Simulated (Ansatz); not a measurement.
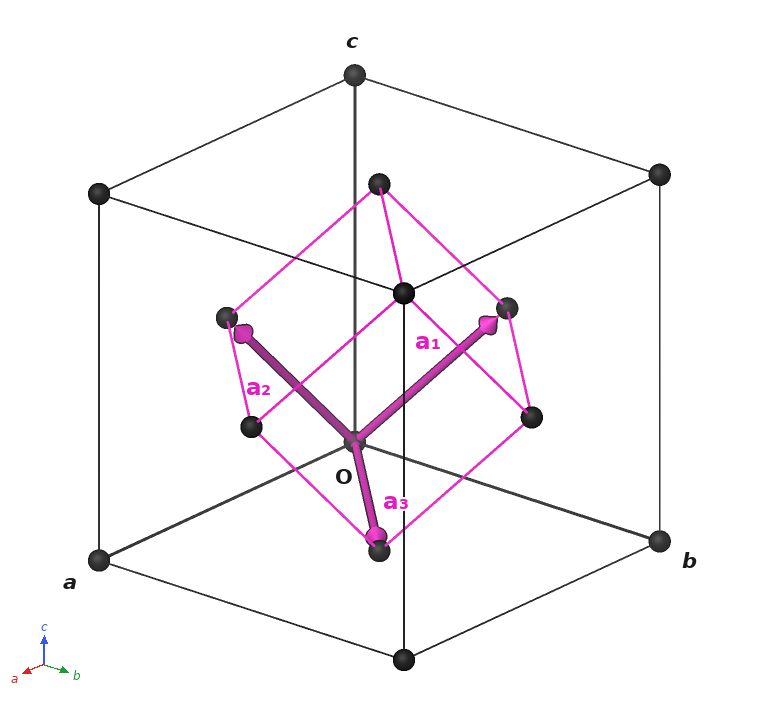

Crystal: Ti₂Co, the end point of a relaxation with DFT r2SCAN, scalar-relativistic, plane waves, PAW in Ansatz. The conventional cell (thin) and a primitive cell (coloured, vectors a₁, a₂, a₃), with the lattice points alone. Geometry calculated from the standardised cell; symmetry tolerance 0.002 Å.

a = 7.129 Å, b = 7.129 Å, c = 7.129 Å, α = 90.00°, β = 90.00°, γ = 90.00°.

### What is the centring, and how are the primitive vectors built?

F, face-centred cubic, with lattice points at (0, 0, 0), (1/2, 1/2, 0), (1/2, 0, 1/2), (0, 1/2, 1/2). a₁ = 1/2 b + 1/2 c; a₂ = 1/2 a + 1/2 c; a₃ = 1/2 a + 1/2 b.

### Give the primitive cell's size and content.

Edges 5.041, 5.041, 5.041 Å; angles 60.00°, 60.00°, 60.00°; volume 90.58 Å³, 1/4 of the conventional cell; 6 of its 24 atoms.
